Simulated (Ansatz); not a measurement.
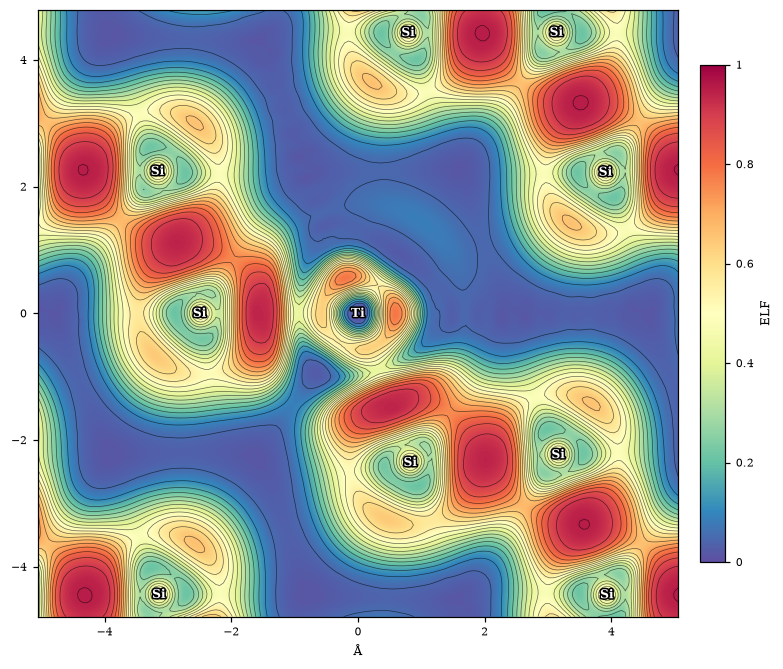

Figure 1: TiSi$_{31}$ (cell charge +1, with a compensating background) (cell with a defect). Electron localisation function on the (010) plane of the calculation cell.

The program warned that a starting moment wasn't kept; spin-polarised, but the moments vanished.

Computed with DFT PBEsol, scalar-relativistic, plane waves, PAW (Ansatz 0.2.0).

In a PAW calculation such maps are meaningful between the atoms, not at the nuclei.

```
CELL_PARAMETERS angstrom
-5.43383 5.43383 -5.43383
5.43383 -5.43383 -5.43383
-5.43383 -5.43383 5.43383
ATOMIC_POSITIONS crystal
Ti 0.00062 0.49997 0.75000
Si 0.74890 0.49972 0.00251
Si 0.50030 0.49982 0.24993
Si 0.25286 0.24838 0.74988
Si 0.25285 0.49970 0.49852
Si 0.00023 0.24840 0.00250
Si 0.74748 0.24699 0.24582
Si 0.50030 0.99971 0.74987
Si 0.49629 0.24709 0.49722
Si 0.25157 0.00377 0.00119
Si 0.00029 0.99976 0.24989
Si 0.74893 0.75225 0.74988
Si 0.74758 0.99575 0.49721
Si 0.50424 0.75104 0.00120
Si 0.25153 0.75103 0.25387
Si 0.00025 0.75237 0.49856
Si 0.26563 0.76517 0.01529
Si 0.00020 0.75093 0.24933
Si 0.74909 0.74804 0.49875
Si 0.49969 0.49971 0.00108
Si 0.49971 0.75087 0.74985
Si 0.25145 0.49972 0.24933
Si 0.00013 0.49963 0.48454
Si 0.74904 0.24853 0.99813
Si 0.73524 0.49962 0.74988
Si 0.50075 0.25152 0.25041
Si 0.24854 0.24856 0.49871
Si 0.00021 0.99917 0.00104
Si 0.00021 0.23458 0.74985
Si 0.75201 0.00025 0.25041
Si 0.50076 0.00025 0.50158
Si 0.25150 0.99918 0.74986
```

Q: What does the map show?

A: The section cuts through Ti and Si sites.
Si–Si (2.34 Å): the ELF peaks at about 0.95 between the atoms.
Ti–Si (2.50 Å): the ELF peaks at about 0.95 in the valence shell of Si, 0.9 Å from its nucleus, and is about 0.80 at the midpoint.
The features right at Ti lie inside the PAW spheres, where the map follows smoothed inner orbitals and isn't to be read closely.

Q: Does the calculation make it a metal, or give it a gap?

A: It is gapless in this calculation (a metal or semimetal).
